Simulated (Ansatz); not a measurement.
Geometry relaxation, with input and output: B₂₄N₂₅ (part 2 of 3)

B₂₄N₂₅ (defect cell, 49 atoms in the cell); DFT PBE, scalar-relativistic, plane waves, PAW, spin-polarised (Ansatz 0.2.0); cutoff 420 eV, 2×2×2 k-mesh, Gaussian smearing of 0.05 eV, collinear spins. The structure derives from a Materials Project entry.

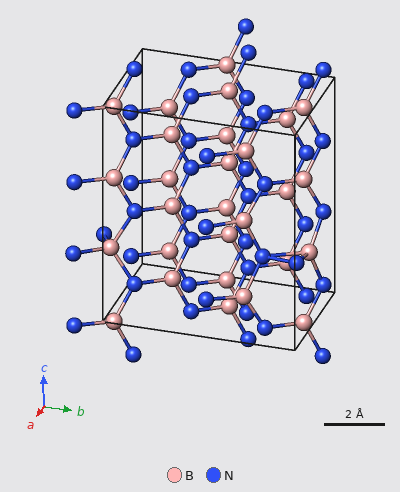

The geometry at step 7 of the log (ball-and-stick view of the cell of the calculation, seen slightly off an axis; bonded neighbours outside the cell are drawn too).

What the program printed, continued
```
SCF iter   1: F=—  HF=-13393.043294 eV  |F-HF|=—  |Δ(HF+E_count)|=         —  Δρ=1.24e-2 (↑1.24e-2 ↓1.19e-2)  dr2=1.39e0  dr2_m=7.02e-2  M=1.000 μB ∫|m|=1.106 μB  β_m=0.30  ethr=6.94e-4  ⟨swp⟩=1.0  Hψ=9723  notcnv=0  defer=696
preconditioner: auto → Resta (q_TF=auto, 2.429 Å⁻¹)  ε∞=3.7  [insulator: Δε(μ)=0.835 eV  Ē_g=15.953 eV  σ=0.050 eV  W_gap=1.00  n_scr=94 (ndim 8)  ℏωp=26.2 eV  f_vac=0.000  D(μ)=0.00/eV (n_scr^D=0)  ε∞_Penn≈3.7]
spin=Collinear: Resta preconditioning applied to the charge; magnetization (m = ρ↑ − ρ↓) channel mixes plain (no charge-response kernel on spin).
SCF iter   2: F=—  HF=-13392.843220 eV  |F-HF|=—  |Δ(HF+E_count)|=   2.00e-1  Δρ=8.46e-3 (↑8.46e-3 ↓8.07e-3)  dr2=5.71e-1  dr2_m=3.70e-2  M=1.000 μB ∫|m|=1.102 μB  β_m=0.58  ethr=6.94e-4  ⟨swp⟩=2.0  Hψ=1793  notcnv=0  defer=696
SCF iter   3: F=—  HF=-13392.741819 eV  |F-HF|=—  |Δ(HF+E_count)|=   1.01e-1  Δρ=1.41e-3 (↑1.41e-3 ↓1.38e-3)  dr2=1.92e-2  dr2_m=1.50e-3  M=1.000 μB ∫|m|=1.097 μB  β_m=0.57  ethr=2.90e-4  ⟨swp⟩=2.6  Hψ=3394  notcnv=0  defer=696
SCF iter   4: F=—  HF=-13392.742073 eV  |F-HF|=—  |Δ(HF+E_count)|=   2.54e-4  Δρ=5.43e-4 (↑5.43e-4 ↓5.02e-4)  dr2=2.60e-3  dr2_m=2.66e-4  M=1.000 μB ∫|m|=1.097 μB  β_m=0.76  ethr=9.75e-6  ⟨swp⟩=2.0  Hψ=3968  notcnv=0  defer=696
SCF iter   5: F=—  HF=-13392.742824 eV  |F-HF|=—  |Δ(HF+E_count)|=   7.50e-4  Δρ=1.38e-4 (↑1.35e-4 ↓1.38e-4)  dr2=3.21e-4  dr2_m=5.78e-6  M=1.000 μB ∫|m|=1.097 μB  β_m=0.73  ethr=1.32e-6  ⟨swp⟩=2.0  Hψ=3264  notcnv=0  defer=696
SCF iter   6: F=-13392.742822 eV  HF=-13392.742836 eV  |F-HF|=1.38e-5  |Δ(HF+E_count)|=   1.27e-5  Δρ=6.37e-5 (↑5.66e-5 ↓6.37e-5)  dr2=5.60e-5  dr2_m=8.84e-7  M=1.000 μB ∫|m|=1.097 μB  ethr=5.08e-8  ⟨swp⟩=2.0  Hψ=6858  notcnv=0
SCF 2 converged in 6 iterations: F = -13392.742822 eV  dr2 = 5.60e-5
[... from here on the iterations of each SCF are left out, up to the last one ...]
relax step   2: F+E_penalty+E_count = -13392.74282248 eV  Δ(F+E_penalty+E_count) = -3.621e0 eV  max|allowed force component| = 2.582e0 eV/Å  Δτ_max = 0.2000 Å  (6 SCF iters, dr2 threshold 1.00e-4 eV, accepted)
preconditioner: auto → Resta (q_TF=auto, 2.429 Å⁻¹)  ε∞=3.7  [insulator: Δε(μ)=0.619 eV  Ē_g=15.972 eV  σ=0.050 eV  W_gap=1.00  n_scr=94 (ndim 8)  ℏωp=26.2 eV  f_vac=0.005  D(μ)=0.00/eV (n_scr^D=0)  ε∞_Penn≈3.7]
spin=Collinear: Resta preconditioning applied to the charge; magnetization (m = ρ↑ − ρ↓) channel mixes plain (no charge-response kernel on spin).
SCF 3 converged in 8 iterations: F = -13393.793555 eV  dr2 = 4.76e-6
relax step   3: F+E_penalty+E_count = -13393.79355535 eV  Δ(F+E_penalty+E_count) = -1.051e0 eV  max|allowed force component| = 1.072e0 eV/Å  Δτ_max = 0.1828 Å  (8 SCF iters, dr2 threshold 1.00e-4 eV, accepted)
preconditioner: auto → Resta (q_TF=auto, 2.429 Å⁻¹)  ε∞=3.7  [insulator: Δε(μ)=0.484 eV  Ē_g=16.035 eV  σ=0.050 eV  W_gap=1.00  n_scr=94 (ndim 8)  ℏωp=26.2 eV  f_vac=0.000  D(μ)=0.00/eV (n_scr^D=0)  ε∞_Penn≈3.7]
spin=Collinear: Resta preconditioning applied to the charge; magnetization (m = ρ↑ − ρ↓) channel mixes plain (no charge-response kernel on spin).
SCF 4 converged in 6 iterations: F = -13394.574153 eV  dr2 = 9.47e-5
relax step   4: F+E_penalty+E_count = -13394.57415287 eV  Δ(F+E_penalty+E_count) = -7.806e-1 eV  max|allowed force component| = 8.569e-1 eV/Å  Δτ_max = 0.2000 Å  (6 SCF iters, dr2 threshold 1.00e-4 eV, accepted)
preconditioner: auto → Resta (q_TF=auto, 2.429 Å⁻¹)  ε∞=3.7  [insulator: Δε(μ)=0.496 eV  Ē_g=16.076 eV  σ=0.050 eV  W_gap=1.00  n_scr=94 (ndim 8)  ℏωp=26.2 eV  f_vac=0.000  D(μ)=0.00/eV (n_scr^D=0)  ε∞_Penn≈3.7]
spin=Collinear: Resta preconditioning applied to the charge; magnetization (m = ρ↑ − ρ↓) channel mixes plain (no charge-response kernel on spin).
SCF 5 converged in 6 iterations: F = -13394.885855 eV  dr2 = 4.87e-5
relax step   5: F+E_penalty+E_count = -13394.88585482 eV  Δ(F+E_penalty+E_count) = -3.117e-1 eV  max|allowed force component| = 8.842e-1 eV/Å  Δτ_max = 0.1749 Å  (6 SCF iters, dr2 threshold 1.00e-4 eV, accepted)
preconditioner: auto → Resta (q_TF=auto, 2.429 Å⁻¹)  ε∞=3.7  [insulator: Δε(μ)=0.671 eV  Ē_g=16.072 eV  σ=0.050 eV  W_gap=1.00  n_scr=94 (ndim 8)  ℏωp=26.2 eV  f_vac=0.000  D(μ)=0.00/eV (n_scr^D=0)  ε∞_Penn≈3.7]
spin=Collinear: Resta preconditioning applied to the charge; magnetization (m = ρ↑ − ρ↓) channel mixes plain (no charge-response kernel on spin).
SCF 6 converged in 6 iterations: F = -13394.901878 eV  dr2 = 3.78e-5
relax step   6: F+E_penalty+E_count = -13394.90187825 eV  Δ(F+E_penalty+E_count) = -1.602e-2 eV  max|allowed force component| = 1.093e0 eV/Å  Δτ_max = 0.2000 Å  (6 SCF iters, dr2 threshold 1.00e-4 eV, accepted)
preconditioner: auto → Resta (q_TF=auto, 2.429 Å⁻¹)  ε∞=3.7  [insulator: Δε(μ)=0.625 eV  Ē_g=16.084 eV  σ=0.050 eV  W_gap=1.00  n_scr=94 (ndim 8)  ℏωp=26.2 eV  f_vac=0.000  D(μ)=0.00/eV (n_scr^D=0)  ε∞_Penn≈3.7]
spin=Collinear: Resta preconditioning applied to the charge; magnetization (m = ρ↑ − ρ↓) channel mixes plain (no charge-response kernel on spin).
SCF 7 converged in 6 iterations: F = -13394.932694 eV  dr2 = 8.92e-6
relax step   7: F+E_penalty+E_count = -13394.93269407 eV  Δ(F+E_penalty+E_count) = -3.082e-2 eV  max|allowed force component| = 8.273e-1 eV/Å  Δτ_max = 0.0964 Å  (6 SCF iters, dr2 threshold 1.00e-4 eV, accepted)
preconditioner: auto → Resta (q_TF=auto, 2.429 Å⁻¹)  ε∞=3.7  [insulator: Δε(μ)=0.667 eV  Ē_g=16.069 eV  σ=0.050 eV  W_gap=1.00  n_scr=94 (ndim 8)  ℏωp=26.2 eV  f_vac=0.000  D(μ)=0.00/eV (n_scr^D=0)  ε∞_Penn≈3.7]
spin=Collinear: Resta preconditioning applied to the charge; magnetization (m = ρ↑ − ρ↓) channel mixes plain (no charge-response kernel on spin).
SCF 8 converged in 5 iterations: F = -13394.981501 eV  dr2 = 1.64e-5
relax step   8: F+E_penalty+E_count = -13394.98150129 eV  Δ(F+E_penalty+E_count) = -4.881e-2 eV  max|allowed force component| = 1.668e-1 eV/Å  Δτ_max = 0.0343 Å  (5 SCF iters, dr2 threshold 1.00e-4 eV, accepted)
preconditioner: auto → Resta (q_TF=auto, 2.429 Å⁻¹)  ε∞=3.7  [insulator: Δε(μ)=0.647 eV  Ē_g=16.074 eV  σ=0.050 eV  W_gap=1.00  n_scr=94 (ndim 8)  ℏωp=26.2 eV  f_vac=0.000  D(μ)=0.00/eV (n_scr^D=0)  ε∞_Penn≈3.7]
spin=Collinear: Resta preconditioning applied to the charge; magnetization (m = ρ↑ − ρ↓) channel mixes plain (no charge-response kernel on spin).
SCF 9 converged in 7 iterations: F = -13394.984212 eV  dr2 = 1.93e-8
relax step   9: F+E_penalty+E_count = -13394.98421158 eV  Δ(F+E_penalty+E_count) = -2.710e-3 eV  max|allowed force component| = 9.906e-2 eV/Å  Δτ_max = 0.0125 Å  (7 SCF iters, accepted)
preconditioner: auto → Resta (q_TF=auto, 2.429 Å⁻¹)  ε∞=3.7  [insulator: Δε(μ)=0.651 eV  Ē_g=16.074 eV  σ=0.050 eV  W_gap=1.00  n_scr=94 (ndim 8)  ℏωp=26.2 eV  f_vac=0.000  D(μ)=0.00/eV (n_scr^D=0)  ε∞_Penn≈3.7]
spin=Collinear: Resta preconditioning applied to the charge; magnetization (m = ρ↑ − ρ↓) channel mixes plain (no charge-response kernel on spin).
SCF 10 converged in 5 iterations: F = -13394.984350 eV  dr2 = 1.04e-8
relax step  10: F+E_penalty+E_count = -13394.98435027 eV  Δ(F+E_penalty+E_count) = -1.387e-4 eV  max|allowed force component| = 7.808e-2 eV/Å  Δτ_max = 0.0014 Å  (5 SCF iters, accepted)
preconditioner: auto → Resta (q_TF=auto, 2.429 Å⁻¹)  ε∞=3.7  [insulator: Δε(μ)=0.679 eV  Ē_g=16.075 eV  σ=0.050 eV  W_gap=1.00  n_scr=94 (ndim 8)  ℏωp=26.2 eV  f_vac=0.000  D(μ)=0.00/eV (n_scr^D=0)  ε∞_Penn≈3.7]
spin=Collinear: Resta preconditioning applied to the charge; magnetization (m = ρ↑ − ρ↓) channel mixes plain (no charge-response kernel on spin).
SCF 11 converged in 8 iterations: F = -13394.983952 eV  dr2 = 1.11e-8
relax step  11: F+E_penalty+E_count = -13394.98395160 eV  Δ(F+E_penalty+E_count) = +3.987e-4 eV  max|allowed force component| = 9.500e-2 eV/Å  Δτ_max = 0.0177 Å  (8 SCF iters, rejected (line search))
SCF iter   1: F=—  HF=-13394.985686 eV  |F-HF|=—  |Δ(HF+E_count)|=         —  Δρ=9.93e-4 (↑9.93e-4 ↓9.93e-4)  dr2=6.42e-3  dr2_m=6.98e-4  M=1.000 μB ∫|m|=1.100 μB  β_m=0.30  ethr=3.00e-5  ⟨swp⟩=2.0  Hψ=4544  notcnv=0  defer=720
preconditioner: auto → Resta (q_TF=auto, 2.429 Å⁻¹)  ε∞=3.7  [insulator: Δε(μ)=0.644 eV  Ē_g=16.076 eV  σ=0.050 eV  W_gap=1.00  n_scr=94 (ndim 8)  ℏωp=26.2 eV  f_vac=0.000  D(μ)=0.00/eV (n_scr^D=0)  ε∞_Penn≈3.7]
spin=Collinear: Resta preconditioning applied to the charge; magnetization (m = ρ↑ − ρ↓) channel mixes plain (no charge-response kernel on spin).
SCF iter   2: F=—  HF=-13394.985155 eV  |F-HF|=—  |Δ(HF+E_count)|=   5.31e-4  Δρ=6.94e-4 (↑6.94e-4 ↓6.67e-4)  dr2=2.51e-3  dr2_m=3.59e-4  M=1.000 μB ∫|m|=1.100 μB  β_m=0.54  ethr=3.26e-6  ⟨swp⟩=1.6  Hψ=2772  notcnv=0  defer=720
SCF iter   3: F=—  HF=-13394.985115 eV  |F-HF|=—  |Δ(HF+E_count)|=   3.92e-5  Δρ=1.99e-4 (↑1.77e-4 ↓1.99e-4)  dr2=2.62e-4  dr2_m=2.92e-5  M=1.000 μB ∫|m|=1.099 μB  β_m=0.54  ethr=1.27e-6  ⟨swp⟩=2.0  Hψ=3239  notcnv=0  defer=720
SCF iter   4: F=—  HF=-13394.985115 eV  |F-HF|=—  |Δ(HF+E_count)|=   3.76e-7  Δρ=4.06e-5 (↑3.69e-5 ↓4.06e-5)  dr2=9.83e-6  dr2_m=1.36e-6  M=1.000 μB ∫|m|=1.099 μB  β_m=0.70  ethr=1.33e-7  ⟨swp⟩=2.0  Hψ=3239  notcnv=0  defer=720
SCF iter   5: F=—  HF=-13394.985662 eV  |F-HF|=—  |Δ(HF+E_count)|=   5.47e-4  Δρ=1.28e-5 (↑1.12e-5 ↓1.28e-5)  dr2=1.65e-6  dr2_m=1.00e-7  M=1.000 μB ∫|m|=1.099 μB  β_m=0.66  ethr=4.99e-9  ⟨swp⟩=2.0  Hψ=3240  notcnv=0  defer=720
iter 6 did not close the SCF: its close was put off for a magnetic moment that had not settled (scf_convergence_deferred on its scf_iter line)
SCF iter   6: F=-13394.985662 eV  HF=-13394.985662 eV  |F-HF|=7.08e-8  |Δ(HF+E_count)|=   2.25e-8  Δρ=3.45e-6 (↑3.45e-6 ↓3.18e-6)  dr2=9.36e-8  dr2_m=1.38e-8  M=1.000 μB ∫|m|=1.099 μB  β_m=0.81  ethr=5.08e-11  ⟨swp⟩=2.5  Hψ=7363  notcnv=0
SCF iter   7: F=-13394.985662 eV  HF=-13394.985662 eV  |F-HF|=1.45e-9  |Δ(HF+E_count)|=   8.97e-8  Δρ=9.93e-7 (↑9.04e-7 ↓9.93e-7)  dr2=1.03e-8  dr2_m=6.29e-10  M=1.000 μB ∫|m|=1.099 μB  ethr=4.75e-11  ⟨swp⟩=1.4  Hψ=5694  notcnv=0
SCF 12 converged in 7 iterations: F = -13394.985662 eV  dr2 = 1.03e-8
relax step  12: F+E_penalty+E_count = -13394.98566214 eV  Δ(F+E_penalty+E_count) = -1.312e-3 eV  max|allowed force component| = 3.126e-2 eV/Å  Δτ_max = 0.0082 Å  (7 SCF iters, accepted)
SCF converged after 7 iterations
Magnetization: 1.0000 μB (99.0000 up, 98.0000 down)
Absolute magnetization: 1.1015 μB (∫|ρ↑−ρ↓|, with the PAW one-centre terms)
Spin contamination: 0.0032 ħ² per cell (⟨S²⟩ above its minimum at these occupations)
Per-site moments (μB) at R_I (Å): [(-0.004673036127892419, 0.6160879439740642), (-0.004447486968127321, 0.6064443849338818), (-0.00023841238486408761, 0.5886253750669039), (0.0006303168898887571, 0.5929436464500286), (0.0008552157545153041, 0.5893315933647107), (-0.00023520508112425352, 0.5974659393056514), (0.0007276089464164941, 0.5914405489702589), (0.002139501145356222, 0.5938686226613598), (0.00023200233132019028, 0.5910675157270807), (0.00011336480239301319, 0.5918365113707024), (0.0006325940378239474, 0.5929781667369823), (0.00034137991285274354, 0.595786533520483), (0.00010624297131244523, 0.5968986006299755), (0.006541292545512901, 0.584316247771225), (0.0007263876727770369, 0.5914568971183217), (0.0014309380992480404, 0.5968305034239342), (0.00023297672574894467, 0.5910585459402051), (-0.0001425696881953977, 0.5973286166489749), (0.0008540705985752472, 0.5893262943555126), (0.00010594723218091196, 0.5968873416374691), (0.0001321289543249941, 0.5962049952038448), (0.0021420954087008185, 0.5939105729729844), (0.00011211244633984521, 0.5918061176901092), (0.006549742362598352, 0.5843115873357511), (0.0019298081586366941, 0.5910585459402051), (0.004283484031891706, 0.5970772788214417), (0.0033930403549900646, 0.5973286166489749), (-0.0002849434519221154, 0.5886253750669039), (0.0013213573298945537, 0.5968873416374691), (0.0042628821799512, 0.590161639592353), (-0.001346655088905175, 0.5974659393056514), (0.005552109481113056, 0.5843115873357511), (-0.0005481940077119078, 0.5918061176901092), (0.00968416257780838, 0.5893262943555126), (0.0019276791999723512, 0.5910675157270807), (0.0013178446061356205, 0.5968986006299755), (0.014265420171080588, 0.6071676820615427), (0.05586775693571042, 0.5929781667369823), (0.0042776242596539015, 0.5970879861920795), (0.0055617314917735155, 0.584316247771225), (0.003371909278668991, 0.5973290826263347), (0.009682033307810237, 0.5893315933647107), (0.0006167609484068326, 0.597607889838344), (0.004312225411957059, 0.5901832703442788), (0.05547853042264128, 0.5929436464500286), (0.002376123845923489, 0.5962049952038448), (0.0004401068704848608, 0.5957339197969462), (0.004350014341315732, 0.5968305034239342), (0.3575046664759651, 0.6071676820615427)]
Free energy (F): -13394.985662 eV
Harris-Foulkes:  -13394.985662 eV  (|F-HF|=1.45e-9)
Internal energy: -13394.985662 eV  (E = F + TS)
E sigma→0 (E₀):  -13394.985662 eV
Fermi energy:    6.788112 eV
--- Per-component energies (eV) ---
  E_band       = -234.522745
  E_kinetic    = 4543.676019
  E_local      = -7429.308901  (includes V_loc(G=0)·N_el)
  E_nonlocal   = 1434.473316
  E_hartree    = 2305.609867
  E_xc         = -2276.866552
  E_vxc        = -2827.650306  (∫ρ·V_xc dr)
  E_paw        = -5090.473916  (= ΣΔE_a)
  E_vpaw       = -566.933535  (= ΣTr[D̂ρ^β])
  E_aug_tail   = 0.002489  (compensation charges beyond the density's cutoff)
  E_ewald      = -6882.097985
  E_smearing   = -0.000000  (= −TS)
  E_closure    = 0.000000  (closes the sum)
  Σ components = -13394.985662   (vs F -13394.985662, Δ=0.00e0)
--- Forces (eV/Å), atoms counted from 1 ---
  atom   1  B     -0.01440906     0.00542590     0.00875608
  atom   2  B      0.00568457    -0.00499009    -0.01219693
  atom   3  B     -0.00009912    -0.00025580    -0.00100076
  atom   4  B     -0.00143827    -0.00080793     0.00149731
  atom   5  B     -0.00117690    -0.00163625     0.00096093
  atom   6  B      0.00086316    -0.00100779    -0.00230215
  atom   7  B      0.00273525    -0.00424721     0.00102044
  atom   8  B      0.00307144     0.00016026     0.00403049
  atom   9  B     -0.00079927     0.00081704    -0.00270332
  atom  10  B     -0.00111679    -0.00147790    -0.00110477
  atom  11  B      0.00255138     0.00281522     0.00032939
  atom  12  B     -0.00413056     0.00120771     0.00017547
  atom  13  B     -0.00032977    -0.00019990     0.00083698
  atom  14  B     -0.00031383     0.00466225     0.00128893
  atom  15  B      0.00665808    -0.00205943     0.00163255
  atom  16  B      0.00125014    -0.00037880     0.00227104
  atom  17  B      0.00122661    -0.00118804     0.00147945
  atom  18  B      0.00079338    -0.00071962     0.00098126
  atom  19  B      0.00092500    -0.00063542    -0.00112773
  atom  20  B      0.00121655    -0.00044953    -0.00032687
  atom  21  B     -0.00308810     0.00313153     0.00049565
  atom  22  B     -0.00212065    -0.00287864     0.00302777
  atom  23  B     -0.00023131     0.00109186    -0.00035620
  atom  24  B     -0.00338096    -0.00229585     0.00144688
  atom  25  N      0.00129825    -0.00173305     0.00144159
  atom  26  N      0.00115227    -0.00346140    -0.00296376
  atom  27  N     -0.00644809     0.00226552    -0.00242862
  atom  28  N      0.00159742    -0.00020025     0.00241354
  atom  29  N     -0.00128006     0.00136055    -0.00017941
  atom  30  N     -0.00176557     0.00161576    -0.00158618
  atom  31  N      0.00127152     0.00170041     0.00096746
  atom  32  N      0.00187528     0.00114479    -0.00062152
  atom  33  N     -0.00370747     0.00584448     0.00103974
  atom  34  N      0.00152487    -0.00219418     0.00027738
  atom  35  N      0.00012630    -0.00124014     0.00115548
  atom  36  N     -0.00094805     0.00230806    -0.00225193
  atom  37  N     -0.01538780     0.01226268    -0.02085904
  atom  38  N      0.00729629     0.00041248    -0.00419685
  atom  39  N      0.00252848    -0.00106798    -0.00369445
  atom  40  N      0.00037350    -0.00067587    -0.00091614
  atom  41  N     -0.00442120     0.00286954    -0.00132093
  atom  42  N      0.00364292    -0.00004851     0.00079947
  atom  43  N     -0.00027769     0.00040023    -0.00336871
  atom  44  N     -0.00288034     0.00198039    -0.00049441
  atom  45  N      0.00034791    -0.00662721    -0.00709445
  atom  46  N     -0.00001290     0.00164836     0.00299596
  atom  47  N     -0.00139820     0.00167135     0.00127258
  atom  48  N      0.00201490    -0.00172966    -0.00085299
  atom  49  N      0.01909678    -0.01252676     0.03125692
  max |Σ_I F_I| component: 9.74e-5 eV/Å
```
